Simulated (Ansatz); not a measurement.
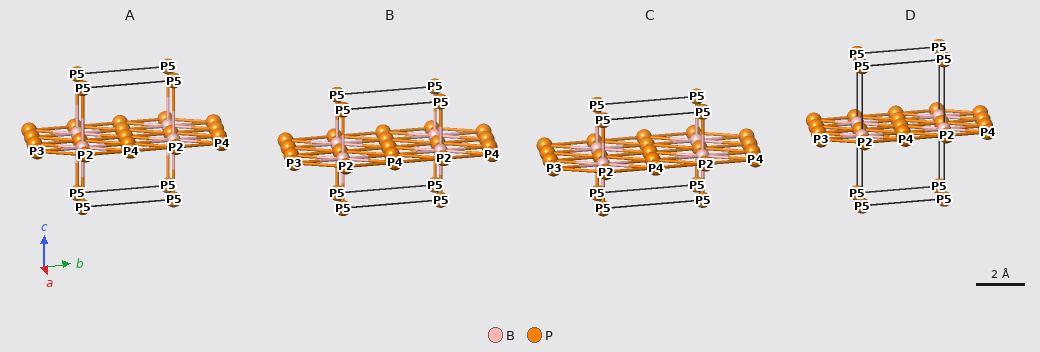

4 geometries from one relaxation of a crystal of BP4 (a generated structure, set up in P6/mmm) (coarse preliminary run), in shuffled order. Style: ball-and-stick. Shown: the cell of the calculation, from a free direction.

The calculation used DFT PBE, scalar-relativistic, plane waves, PAW (Ansatz). Set-up: plane-wave cutoff 420 eV; k-point mesh 6 × 6 × 4; occupations gaussian; smearing width 0.1 eV; no spin polarisation; cell and atoms relaxed; force threshold 0.04 eV/Å; at most 70 steps.

Put them in the order of the run, from the start to the converged end.

Answer. D, A, B, C. They are steps 0, 3, 6, 14, at +1085 meV per atom, +358 meV per atom, +55.3 meV per atom relative to the last. Over 11 accepted moves (14 points after the start) the energy falls by 1085 meV per atom. All forces vanish by symmetry, so only the cell relaxes. Pressure: 23.40 GPa at the start and 0.19 GPa at the end. The line search rejected the trial step at point 10 of the run. The SCF was repeated twice at an unchanged geometry on a basis and grid sized afresh for the cell, which shifted the energy by 17.5 meV per atom at most. No atom moves by more than 0.005 Å relative to the cell. The volume changes by −6.7 %, with a = b 4.083 → 4.957 Å (+21.4 %), c 5.881 → 3.723 Å (−36.7 %). Among the contacts that change: B–P 2.941 → 1.862 Å, B–P 2.042 → 2.479 Å, P–P 2.042 → 2.479 Å. New bonds form, among them: B–P (2.94 → 1.86 Å). The space group stays P6/mmm (No. 191).

Limits of the set-up: layers or molecules are held without a dispersion correction, so their spacing is unreliable.
